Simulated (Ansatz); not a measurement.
# Hf$_{9}$Si$_{7}$O$_{32}$ (cell charge +1, with a compensating background) (cell with a defect): what the fields show

```
Hf Si O
1.0
     0.00000   -6.64549   -6.01445
     6.64549    0.00000    6.01445
    -6.64549    0.00000    6.01445
Hf Si O
9 7 32
Direct
  0.00000 0.12500 0.62500
  0.50000 0.88275 0.88275
  0.00000 0.62500 0.12500
  0.50000 0.36725 0.36725
  0.99429 0.50512 0.50512
  0.50000 0.23917 0.74488
  0.00571 0.01083 0.01083
  0.50000 0.74488 0.23917
  0.50000 0.62500 0.62500
  0.00000 0.37500 0.87500
  0.50000 0.12500 0.12500
  0.00000 0.87500 0.37500
  0.00602 0.25834 0.25834
  0.50000 0.99166 0.49767
  0.99398 0.75233 0.75233
  0.50000 0.49767 0.99166
  0.18791 0.25617 0.25617
  0.68468 0.99211 0.50379
  0.18216 0.76157 0.76157
  0.68468 0.50379 0.99211
  0.50000 0.61515 0.41217
  0.99067 0.37265 0.68882
  0.50000 0.12876 0.94395
  0.00933 0.88198 0.19815
  0.31532 0.31911 0.80744
  0.81784 0.07940 0.07940
  0.31532 0.80744 0.31911
  0.81209 0.56826 0.56826
  0.50000 0.41217 0.61515
  0.00933 0.19815 0.88198
  0.50000 0.94395 0.12876
  0.99067 0.68882 0.37265
  0.29702 0.63485 0.63485
  0.81617 0.36802 0.87735
  0.31519 0.12124 0.12124
  0.81617 0.87735 0.36802
  0.50000 0.68174 0.99383
  0.01167 0.44256 0.25789
  0.50000 0.17060 0.48843
  0.98833 0.93089 0.74621
  0.70298 0.83783 0.83783
  0.18383 0.56118 0.05185
  0.68481 0.30605 0.30605
  0.18383 0.05185 0.56118
  0.01167 0.25789 0.44256
  0.50000 0.99383 0.68174
  0.98833 0.74621 0.93089
  0.50000 0.48843 0.17060
```

Spin-polarised.

Level of theory: DFT PBE, scalar-relativistic, plane waves, PAW in Ansatz 0.2.0.

Core electrons are frozen (PAW), and the valence fields are smoothed inside the atomic spheres.

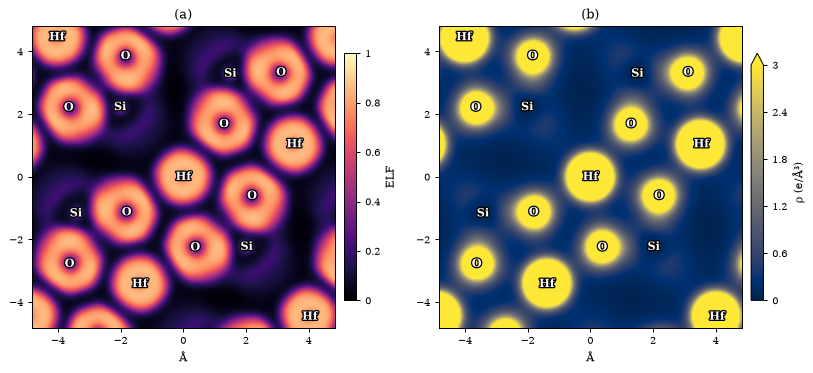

Figure 1. (a) electron localisation function; (b) valence electron density on the (011̄) plane of the calculation cell.

What do the fields say about this system?

Atoms in the plane: Hf, Si and O.
Si–O (1.63 Å): ρ is about 1.2 e/Å³ halfway; the ELF peaks at about 0.85 between the atoms.
Hf–O (2.13 Å): the density is about 0.66 e/Å³ at the midpoint; the ELF peaks at about 0.85 in the valence shell of O, 0.6 Å from its nucleus, and drops to about 0.15 between the two atoms (no shared electron pair shows on this line).
Between the atoms the lowest density in this plane is 0.04 e/Å³.
The features right at Hf lie inside the PAW spheres, where the map follows smoothed inner orbitals and isn't to be read closely.

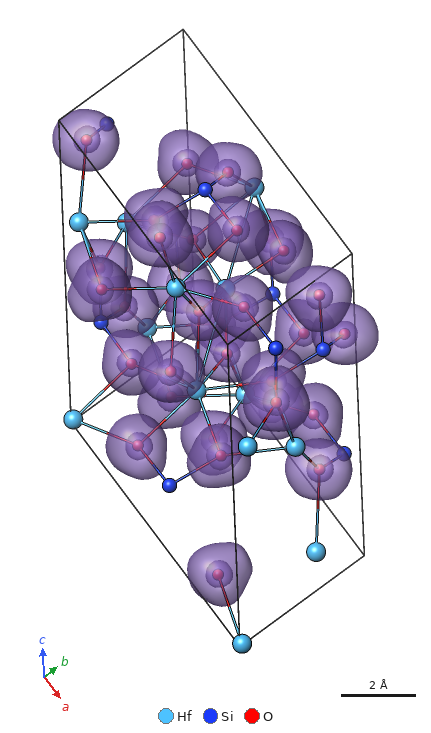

Figure 2. Isosurface of the electron localisation function at 0.7 (purple), seen slightly off an axis. Core shells and regions of very low density are left out. Sticks mark near contacts.

Where are the electrons localised?

The surface consists of 28 regions on O in which the atom's valence shell and bonds are merged and four regions wrapped around O (the valence shell of each), counted in one cell of 48 atoms. Any copies at cell faces, edges or corners count once.


Si–O (1.61 Å): the ELF peaks at about 0.85 between the atoms. Hf–O (1.90 Å): the ELF peaks at about 0.80 in the valence shell of O, 0.5 Å from its nucleus, and drops to about 0.25 between the two atoms: no localised pair shows between them.

Metal or insulator at this level of theory?

It is metallic or semimetallic at this level of theory: no gap opens.
